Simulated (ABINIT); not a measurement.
**Run report: CdTe, geometry relaxation (part 2 of 2)**

The same run, continued: CdTe (F-43m, 2 atoms in the cell); Kohn-Sham DFT of a periodic cell, PBEsol, PseudoDojo NC SR PBEsol v0.4.1 standard, no spin polarisation (ABINIT 10.8.3); cutoff 1387.78 eV, 5×5×5 k-mesh, fermi-dirac of 0.05 eV. The structure derives from an entry of the Crystallography Open Database.

Geometry of the input (Å; fractional positions):
```
0.0000  3.2050  3.2050
3.2050  0.0000  3.2050
3.2050  3.2050  0.0000
Te 0.7500  0.7500  0.7500
Cd 0.0000  0.0000  0.0000
```

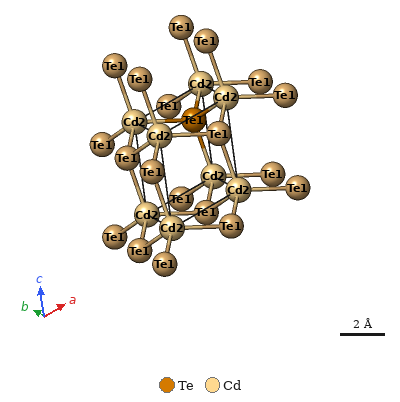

*The geometry at step 2 of the log (ball-and-stick view of the cell of the calculation, seen slightly off an axis; neighbours outside the cell are drawn fainter; atoms are numbered from 1 in the order of the input).*

The program's output, continued
```
 Cartesian coordinates (xcart) [bohr]
  9.10185024895095E+00  9.10185024895095E+00  9.10185024895095E+00
 -2.08787762754362E-30 -6.95959209181208E-31  4.87171446426846E-30
 Reduced coordinates (xred)
  7.50000000000000E-01  7.50000000000000E-01  7.50000000000000E-01
  5.16128537987603E-31  2.86738076659780E-31 -6.30823768651515E-31
 Cartesian forces (fcart) [Ha/bohr]; max,rms= 4.16018E-30 2.65538E-30 (free atoms)
 -1.38672623019599E-30 -1.38672623019599E-30  4.16017869058797E-30
  1.38672623019599E-30  1.38672623019599E-30 -4.16017869058797E-30
 Gradient of E wrt nuclear positions in reduced coordinates (gred)
 -1.68290326447149E-29 -1.68290326447149E-29  1.68290326447149E-29
  1.68290326447149E-29  1.68290326447149E-29 -1.68290326447149E-29
 Scale of Primitive Cell (acell) [bohr]
  8.58130670983691E+00  8.58130670983691E+00  8.58130670983691E+00
 Real space primitive translations (rprimd) [bohr]
  0.00000000000000E+00  6.06790016596730E+00  6.06790016596730E+00
  6.06790016596730E+00  0.00000000000000E+00  6.06790016596730E+00
  6.06790016596730E+00  6.06790016596730E+00  0.00000000000000E+00
 Unitary Cell Volume (ucvol) [Bohr^3]=  4.46833037518588E+02
 Angles (23,13,12)= [degrees]
  6.00000000000000E+01  6.00000000000000E+01  6.00000000000000E+01
 Lengths [Bohr]
  8.58130670983691E+00  8.58130670983691E+00  8.58130670983691E+00
 Stress tensor in cartesian coordinates (strten) [Ha/bohr^3]
 -5.30147821292473E-05  0.00000000000000E+00  0.00000000000000E+00
  0.00000000000000E+00 -5.30147821292473E-05  0.00000000000000E+00
  0.00000000000000E+00  0.00000000000000E+00 -5.30147821292438E-05
 Total energy (etotal) [Ha]= -2.79914244518469E+02

 Difference of energy with previous step (new-old):
           Absolute (Ha)=-1.44022E-04
           Relative     =-5.14522E-07

--- Iteration: ( 3/50) Internal Cycle: (1/1)
--------------------------------------------------------------------------------

---SELF-CONSISTENT-FIELD CONVERGENCE--------------------------------------------

--- !BeginCycle
iteration_state: {dtset: 1, itime: 3, icycle: 1, }
solver: {iscf: 7, nstep: 80, nline: 4, wfoptalg: 0, }
tolerances: {tolvrs: 1.00E-12, }
...

     iter   Etot(hartree)      deltaE(h)  residm     vres2
 ETOT  1  -279.76119848786    -2.798E+02 3.910E-04 2.369E+03
 ETOT  2  -279.84410222967    -8.290E-02 2.660E-04 5.392E+02
 ETOT  3  -279.91095897669    -6.686E-02 2.919E-03 5.755E+01
 ETOT  4  -279.91456832715    -3.609E-03 3.041E-04 3.611E+00
 ETOT  5  -279.91464653926    -7.821E-05 1.729E-04 8.473E-02
 ETOT  6  -279.91464818034    -1.641E-06 3.414E-05 2.405E-03
 ETOT  7  -279.91464829081    -1.105E-07 1.845E-05 1.056E-04
 ETOT  8  -279.91464829262    -1.806E-09 2.873E-06 1.350E-05
 ETOT  9  -279.91464829279    -1.749E-10 3.195E-06 8.814E-07
 ETOT 10  -279.91464829279     8.640E-12 4.000E-07 1.982E-08
 ETOT 11  -279.91464829281    -2.132E-11 6.122E-07 9.123E-10
 ETOT 12  -279.91464829280     5.855E-12 9.539E-08 1.415E-11
 ETOT 13  -279.91464829277     2.694E-11 1.281E-07 3.424E-14

 At SCF step   13       vres2   =  3.42E-14 < tolvrs=  1.00E-12 =>converged.

 Cartesian components of stress tensor (hartree/bohr^3)
  sigma(1 1)= -2.58835141E-06  sigma(3 2)=  0.00000000E+00
  sigma(2 2)= -2.58835141E-06  sigma(3 1)=  0.00000000E+00
  sigma(3 3)= -2.58835141E-06  sigma(2 1)=  0.00000000E+00

--- !ResultsGS
iteration_state: {dtset: 1, itime: 3, icycle: 1, }
comment   : Summary of ground state results
lattice_vectors:
- [  0.0000000,   6.1347627,   6.1347627, ]
- [  6.1347627,   0.0000000,   6.1347627, ]
- [  6.1347627,   6.1347627,   0.0000000, ]
lattice_lengths: [   8.67586,    8.67586,    8.67586, ]
lattice_angles: [ 60.000,  60.000,  60.000, ] # degrees, (23, 13, 12)
lattice_volume:   4.6176744E+02
convergence: {deltae:  2.694E-11, res2:  3.424E-14, residm:  1.281E-07, diffor: null, }
etotal    :  -2.79914648E+02
entropy   :   0.00000000E+00
fermie    :   1.55830609E-01
cartesian_stress_tensor: # hartree/bohr^3
- [ -2.58835141E-06,   0.00000000E+00,   0.00000000E+00, ]
- [  0.00000000E+00,  -2.58835141E-06,   0.00000000E+00, ]
- [  0.00000000E+00,   0.00000000E+00,  -2.58835141E-06, ]
pressure_GPa:   7.6152E-02
xred      :
- [  7.5000E-01,   7.5000E-01,   7.5000E-01, Te]
- [ -1.8589E-30,  -2.0883E-30,   3.3276E-30, Cd]
cartesian_forces: # hartree/bohr
- [  5.14354630E-31,   5.14354630E-31,  -1.54306389E-30, ]
- [ -5.14354630E-31,  -5.14354630E-31,   1.54306389E-30, ]
force_length_stats: {min:   1.70592132E-30, max:   1.70592132E-30, mean:   1.70592132E-30, }
...

 Integrated electronic density in atomic spheres:
 ------------------------------------------------
 Atom  Sphere_radius  Integrated_density
    1        2.00000         11.95982496
    2        2.00000         17.15652120

---OUTPUT-----------------------------------------------------------------------

 Cartesian coordinates (xcart) [bohr]
  9.20214411275775E+00  9.20214411275775E+00  9.20214411275775E+00
  7.60263317490324E-30  9.00988923039032E-30 -2.42151555801968E-29
 Reduced coordinates (xred)
  7.50000000000000E-01  7.50000000000000E-01  7.50000000000000E-01
 -1.85890640636858E-30 -2.08829686769641E-30  3.32756780527546E-30
 Cartesian forces (fcart) [Ha/bohr]; max,rms= 1.54306E-30 9.84914E-31 (free atoms)
  5.14354630108875E-31  5.14354630108875E-31 -1.54306389032662E-30
 -5.14354630108875E-31 -5.14354630108875E-31  1.54306389032662E-30
 Gradient of E wrt nuclear positions in reduced coordinates (gred)
  6.31088724176809E-30  6.31088724176809E-30 -6.31088724176809E-30
 -6.31088724176809E-30 -6.31088724176809E-30  6.31088724176809E-30
 Scale of Primitive Cell (acell) [bohr]
  8.67586467144916E+00  8.67586467144916E+00  8.67586467144916E+00
 Real space primitive translations (rprimd) [bohr]
  0.00000000000000E+00  6.13476274183850E+00  6.13476274183850E+00
  6.13476274183850E+00  0.00000000000000E+00  6.13476274183850E+00
  6.13476274183850E+00  6.13476274183850E+00  0.00000000000000E+00
 Unitary Cell Volume (ucvol) [Bohr^3]=  4.61767442965667E+02
 Angles (23,13,12)= [degrees]
  6.00000000000000E+01  6.00000000000000E+01  6.00000000000000E+01
 Lengths [Bohr]
  8.67586467144916E+00  8.67586467144916E+00  8.67586467144916E+00
 Stress tensor in cartesian coordinates (strten) [Ha/bohr^3]
 -2.58835141320711E-06  0.00000000000000E+00  0.00000000000000E+00
  0.00000000000000E+00 -2.58835141320364E-06  0.00000000000000E+00
  0.00000000000000E+00  0.00000000000000E+00 -2.58835141320538E-06
 Total energy (etotal) [Ha]= -2.79914648292775E+02

 Difference of energy with previous step (new-old):
           Absolute (Ha)=-4.03774E-04
           Relative     =-1.44249E-06

--- Iteration: ( 4/50) Internal Cycle: (1/1)
--------------------------------------------------------------------------------

---SELF-CONSISTENT-FIELD CONVERGENCE--------------------------------------------

--- !BeginCycle
iteration_state: {dtset: 1, itime: 4, icycle: 1, }
solver: {iscf: 7, nstep: 80, nline: 4, wfoptalg: 0, }
tolerances: {tolvrs: 1.00E-12, }
...

     iter   Etot(hartree)      deltaE(h)  residm     vres2
 ETOT  1  -279.91433359725    -2.799E+02 3.382E-06 5.341E+00
 ETOT  2  -279.91451691758    -1.833E-04 7.428E-06 9.559E-01
 ETOT  3  -279.91463432684    -1.174E-04 3.047E-06 2.361E-01
 ETOT  4  -279.91464917368    -1.485E-05 1.542E-06 1.071E-02
 ETOT  5  -279.91464938429    -2.106E-07 4.866E-07 3.985E-04
 ETOT  6  -279.91464940613    -2.184E-08 2.053E-07 4.976E-06
 ETOT  7  -279.91464940629    -1.578E-10 5.557E-08 6.700E-07
 ETOT  8  -279.91464940635    -5.878E-11 2.325E-08 4.886E-08
 ETOT  9  -279.91464940635    -5.514E-12 9.492E-09 2.582E-09
 ETOT 10  -279.91464940635     2.728E-12 3.775E-09 8.600E-11
 ETOT 11  -279.91464940635     5.798E-12 1.445E-09 2.699E-12
 ETOT 12  -279.91464940634     9.663E-13 6.591E-10 3.009E-14

 At SCF step   12       vres2   =  3.01E-14 < tolvrs=  1.00E-12 =>converged.

 Cartesian components of stress tensor (hartree/bohr^3)
  sigma(1 1)= -1.39714700E-07  sigma(3 2)=  0.00000000E+00
  sigma(2 2)= -1.39714700E-07  sigma(3 1)=  0.00000000E+00
  sigma(3 3)= -1.39714700E-07  sigma(2 1)=  0.00000000E+00

--- !ResultsGS
iteration_state: {dtset: 1, itime: 4, icycle: 1, }
comment   : Summary of ground state results
lattice_vectors:
- [  0.0000000,   6.1383156,   6.1383156, ]
- [  6.1383156,   0.0000000,   6.1383156, ]
- [  6.1383156,   6.1383156,   0.0000000, ]
lattice_lengths: [   8.68089,    8.68089,    8.68089, ]
lattice_angles: [ 60.000,  60.000,  60.000, ] # degrees, (23, 13, 12)
lattice_volume:   4.6257017E+02
convergence: {deltae:  9.663E-13, res2:  3.009E-14, residm:  6.591E-10, diffor: null, }
etotal    :  -2.79914649E+02
entropy   :   0.00000000E+00
fermie    :   1.55055720E-01
cartesian_stress_tensor: # hartree/bohr^3
- [ -1.39714700E-07,   0.00000000E+00,   0.00000000E+00, ]
- [  0.00000000E+00,  -1.39714700E-07,   0.00000000E+00, ]
- [  0.00000000E+00,   0.00000000E+00,  -1.39714700E-07, ]
pressure_GPa:   4.1105E-03
xred      :
- [  7.5000E-01,   7.5000E-01,   7.5000E-01, Te]
- [ -1.8309E-30,  -2.0603E-30,   3.2809E-30, Cd]
cartesian_forces: # hartree/bohr
- [  5.35475964E-32,  -5.35475964E-32,  -5.35475964E-32, ]
- [ -5.35475964E-32,   5.35475964E-32,   5.35475964E-32, ]
force_length_stats: {min:   9.27471576E-32, max:   9.27471576E-32, mean:   9.27471576E-32, }
...

 Integrated electronic density in atomic spheres:
 ------------------------------------------------
 Atom  Sphere_radius  Integrated_density
    1        2.00000         11.96394019
    2        2.00000         17.15995569

---OUTPUT-----------------------------------------------------------------------

 Cartesian coordinates (xcart) [bohr]
  9.20747332610975E+00  9.20747332610975E+00  9.20747332610975E+00
  7.49256919727877E-30  8.90064023323874E-30 -2.38857786277963E-29
 Reduced coordinates (xred)
  7.50000000000000E-01  7.50000000000000E-01  7.50000000000000E-01
 -1.83093451338838E-30 -2.06032497471620E-30  3.28094798364179E-30
 Cartesian forces (fcart) [Ha/bohr]; max,rms= 5.35476E-32 5.35476E-32 (free atoms)
  5.35475964252883E-32 -5.35475964252883E-32 -5.35475964252883E-32
 -5.35475964252883E-32  5.35475964252883E-32  5.35475964252883E-32
 Gradient of E wrt nuclear positions in reduced coordinates (gred)
  6.57384087684177E-31 -8.86161919586822E-49  8.86161919586822E-49
 -6.57384087684177E-31  8.86161919586822E-49 -8.86161919586822E-49
 Scale of Primitive Cell (acell) [bohr]
  8.68088910198195E+00  8.68088910198195E+00  8.68088910198195E+00
 Real space primitive translations (rprimd) [bohr]
  0.00000000000000E+00  6.13831555073984E+00  6.13831555073984E+00
  6.13831555073984E+00  0.00000000000000E+00  6.13831555073984E+00
  6.13831555073984E+00  6.13831555073984E+00  0.00000000000000E+00
 Unitary Cell Volume (ucvol) [Bohr^3]=  4.62570174139156E+02
 Angles (23,13,12)= [degrees]
  6.00000000000000E+01  6.00000000000000E+01  6.00000000000000E+01
 Lengths [Bohr]
  8.68088910198195E+00  8.68088910198195E+00  8.68088910198195E+00
 Stress tensor in cartesian coordinates (strten) [Ha/bohr^3]
 -1.39714700307311E-07  0.00000000000000E+00  0.00000000000000E+00
  0.00000000000000E+00 -1.39714700307311E-07  0.00000000000000E+00
  0.00000000000000E+00  0.00000000000000E+00 -1.39714700302107E-07
 Total energy (etotal) [Ha]= -2.79914649406345E+02

 Difference of energy with previous step (new-old):
           Absolute (Ha)=-1.11357E-06
           Relative     =-3.97825E-09

 At Broyd/MD step   4, gradients are converged :
  max grad (force/stress) = 1.3971E-05 < tolmxf= 2.0000E-05 ha/bohr (free atoms)

================================================================================

 ----iterations are completed or convergence reached----

 Mean square residual over all n,k,spin=   50.042E-13; max=  65.906E-11
 reduced coordinates (array xred) for    2 atoms
       0.750000000000      0.750000000000      0.750000000000
      -0.000000000000     -0.000000000000      0.000000000000
 rms dE/dt=  5.3675E-31; max dE/dt=  1.3148E-30; dE/dt below (all hartree)
    1       0.000000000000      0.000000000000      0.000000000000
    2       0.000000000000      0.000000000000      0.000000000000

 cartesian coordinates (angstrom) at end:
    1      4.87238505086905     4.87238505086905     4.87238505086905
    2      0.00000000000000     0.00000000000000    -0.00000000000000

 cartesian forces (hartree/bohr) at end:
    1      0.00000000000000    -0.00000000000000    -0.00000000000000
    2     -0.00000000000000     0.00000000000000     0.00000000000000
 frms,max,avg= 5.3547596E-32 5.3547596E-32   0.000E+00  0.000E+00  0.000E+00 h/b

 cartesian forces (eV/Angstrom) at end:
    1      0.00000000000000    -0.00000000000000    -0.00000000000000
    2     -0.00000000000000     0.00000000000000     0.00000000000000
 frms,max,avg= 2.7535281E-30 2.7535281E-30   0.000E+00  0.000E+00  0.000E+00 e/A
 length scales=  8.680889101982  8.680889101982  8.680889101982 bohr
              =  4.593728680029  4.593728680029  4.593728680029 angstroms
 Fermi (or HOMO) energy (hartree) =   0.15506   Average Vxc (hartree)=  -0.33743
 Eigenvalues (hartree) for nkpt=  10  k points:
 kpt#   1, nband= 22, wtk=  0.00800, kpt=  0.0000  0.0000  0.0000 (reduced coord)
  -3.60680   -2.17684   -2.17684   -2.17684   -1.18057   -1.18057   -1.18057   -1.18029
  -1.18029   -0.26826   -0.16001   -0.16001   -0.16001   -0.15050   -0.15050    0.14240
   0.14240    0.14240    0.16567    0.31040    0.31040    0.31040
      occupation numbers for kpt#   1
   2.00000    2.00000    2.00000    2.00000    2.00000    2.00000    2.00000    2.00000
   2.00000    2.00000    2.00000    2.00000    2.00000    2.00000    2.00000    1.99796
   1.99796    1.99796    0.00619    0.00000    0.00000    0.00000
 prteigrs : prtvol=0 or 1, do not print more k-points.

--- !EnergyTerms
iteration_state     : {dtset: 1, itime: 4, icycle: 1, }
comment             : Components of total free energy in Hartree
kinetic             :  1.18233385936268E+02
hartree             :  9.50601908940597E+01
xc                  : -4.84333731527484E+01
Ewald energy        : -1.43398808367396E+02
psp_core            :  4.67688403229262E+00
local_psp           : -2.80510802164106E+02
non_local_psp       : -2.55421252441243E+01
internal            : -2.79914648065754E+02
'-kT*entropy'       : -1.34059044058816E-06
total_energy        : -2.79914649406345E+02
total_energy_eV     : -7.61686564090441E+03
band_energy         : -3.37256540570438E+01
...

 Cartesian components of stress tensor (hartree/bohr^3)
  sigma(1 1)= -1.39714700E-07  sigma(3 2)=  0.00000000E+00
  sigma(2 2)= -1.39714700E-07  sigma(3 1)=  0.00000000E+00
  sigma(3 3)= -1.39714700E-07  sigma(2 1)=  0.00000000E+00

-Cartesian components of stress tensor (GPa)         [Pressure=  4.1105E-03 GPa]
- sigma(1 1)= -4.11054840E-03  sigma(3 2)=  0.00000000E+00
- sigma(2 2)= -4.11054840E-03  sigma(3 1)=  0.00000000E+00
- sigma(3 3)= -4.11054840E-03  sigma(2 1)=  0.00000000E+00

== END DATASET(S) ==============================================================
================================================================================

 -outvars: echo values of variables after computation  --------
            acell      8.6808891020E+00  8.6808891020E+00  8.6808891020E+00 Bohr
           etotal     -2.7991464941E+02
            fcart      5.3547596425E-32 -5.3547596425E-32 -5.3547596425E-32
                      -5.3547596425E-32  5.3547596425E-32  5.3547596425E-32
            rprim      0.0000000000E+00  7.0710678119E-01  7.0710678119E-01
                       7.0710678119E-01  0.0000000000E+00  7.0710678119E-01
                       7.0710678119E-01  7.0710678119E-01  0.0000000000E+00
           strten     -1.3971470031E-07 -1.3971470031E-07 -1.3971470030E-07
                       0.0000000000E+00  0.0000000000E+00  0.0000000000E+00
           xangst      4.8723850509E+00  4.8723850509E+00  4.8723850509E+00
                       3.9648968676E-30  4.7100159707E-30 -1.2639809706E-29
             xred      7.5000000000E-01  7.5000000000E-01  7.5000000000E-01
                      -1.8309345134E-30 -2.0603249747E-30  3.2809479836E-30
 Calculation completed.
```

Trajectory as extended XYZ (Å, eV, eV/Å), 4 frames, from step=0 to step=3
```
2
Lattice="0.0000 3.2050 3.2050 3.2050 0.0000 3.2050 3.2050 3.2050 0.0000" Properties=species:S:1:pos:R:3:forces:R:3 step=0 energy=-7616.85070
Te    4.8075    4.8075    4.8075    0.0000   0.0000   0.0000
Cd    0.0000    0.0000    0.0000    0.0000   0.0000   0.0000
2
Lattice="0.0000 3.2110 3.2110 3.2110 0.0000 3.2110 3.2110 3.2110 0.0000" Properties=species:S:1:pos:R:3:forces:R:3 step=1 energy=-7616.85462
Te    4.8165    4.8165    4.8165    0.0000   0.0000   0.0000
Cd    0.0000    0.0000    0.0000    0.0000   0.0000   0.0000
2
Lattice="0.0000 3.2464 3.2464 3.2464 0.0000 3.2464 3.2464 3.2464 0.0000" Properties=species:S:1:pos:R:3:forces:R:3 step=2 energy=-7616.86561
Te    4.8696    4.8696    4.8696    0.0000   0.0000   0.0000
Cd    0.0000    0.0000    0.0000    0.0000   0.0000   0.0000
2
Lattice="0.0000 3.2483 3.2483 3.2483 0.0000 3.2483 3.2483 3.2483 0.0000" Properties=species:S:1:pos:R:3:forces:R:3 step=3 energy=-7616.86564
Te    4.8724    4.8724    4.8724    0.0000   0.0000   0.0000
Cd    0.0000    0.0000    0.0000    0.0000   0.0000   0.0000
```

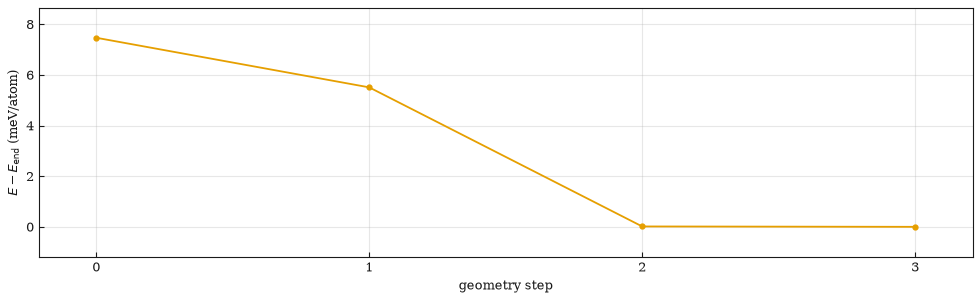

*Progress of the relaxation, step by step (steps are counted from 0).*

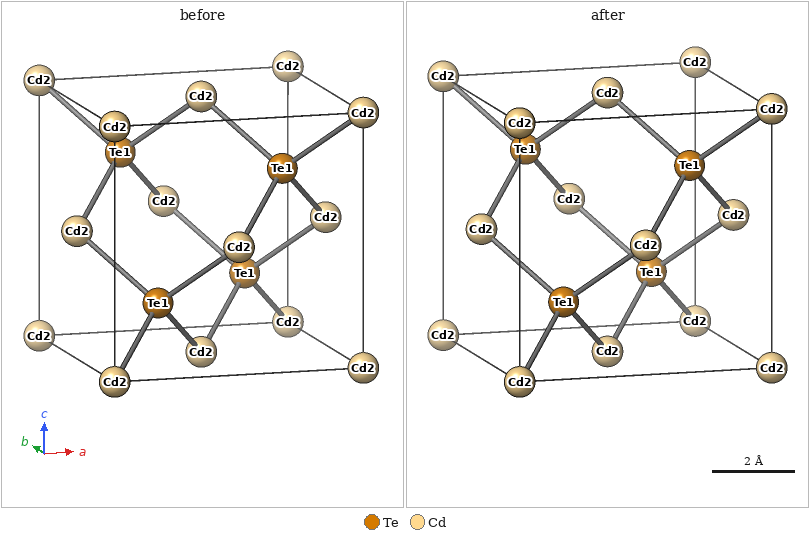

*Before (left) and after (right) the relaxation, at one scale (ball-and-stick view of the cell 4 times as large as that of the calculation, set on its symmetry axes, seen slightly off an axis).*

The energy falls by 7.5 meV per atom in 3 geometry steps. All forces vanish by symmetry, so only the cell relaxes. The atoms keep their places relative to the cell (all moves are under 0.005 Å). The drawn cell changes as follows: a = b = c 6.410 → 6.497 Å (+1.3 %); the volume changes by +4.1 %. Among the contacts that change: Te1–Cd2 2.776 → 2.813 Å. The space group stays F-43m (No. 216). (Atoms are counted from 1 in the order of the input.)

Key numbers

```csv
quantity,value
outcome,converged
space group (tolerance 0.01 Å),F-43m (216)
electrons treated,36
free energy,−7616.8656 eV
Fermi energy,4.219 eV
gap on the k-point mesh,0.63 eV
pressure,0.00 GPa
final volume,68.55 Å³
largest force (length of the vector) at the end,under 0.001 eV/Å
final cell,"a = 4.594 Å, b = 4.594 Å, c = 4.594 Å, α = 60.00°, β = 60.00°, γ = 60.00°"
wall time,6.6 min
peak memory,0.16 GiB
```
